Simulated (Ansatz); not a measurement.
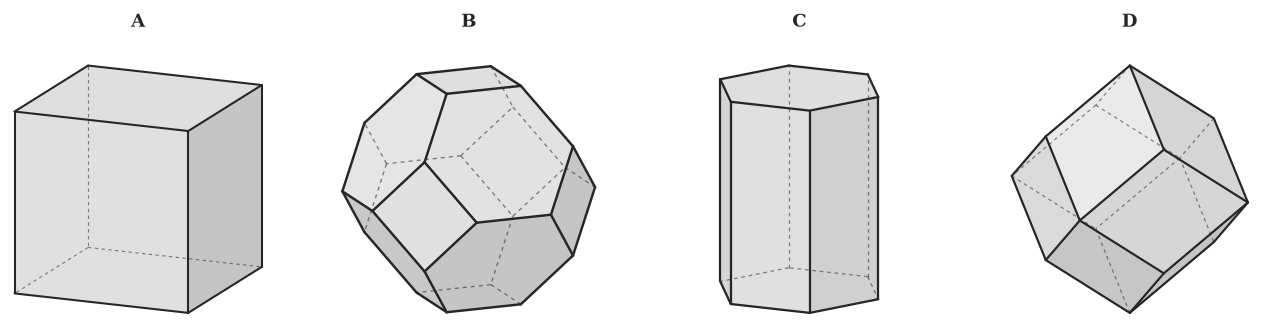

First Brillouin zones computed for the structures below (computed or model cells, partly hypothetical), each scaled to its frame and seen from the same direction (third Cartesian axis up).

Question: Match each zone to its crystal.
1. Cu, No. 223, Pm-3n, a = 4.71 Å, b = 4.71 Å, c = 4.71 Å, α = 90.00°, β = 90.00°, γ = 90.00°
2. Rh, P6/mmm (No. 191), a = 4.34 Å, b = 4.34 Å, c = 2.66 Å, α = 90.00°, β = 90.00°, γ = 120.00°
3. Ta, No. 227, Fd-3m, origin choice 1, a = 6.06 Å, b = 6.06 Å, c = 6.06 Å, α = 90.00°, β = 90.00°, γ = 90.00°
4. Si, Ia-3, No. 206, a = 6.66 Å, b = 6.66 Å, c = 6.66 Å, α = 90.00°, β = 90.00°, γ = 90.00°

Answer: A is 1 (simple cubic, a parallelepiped); B is 3 (face-centred cubic, a truncated octahedron); C is 2 (primitive hexagonal, a hexagonal prism); D is 4 (body-centred cubic, a rhombic dodecahedron).
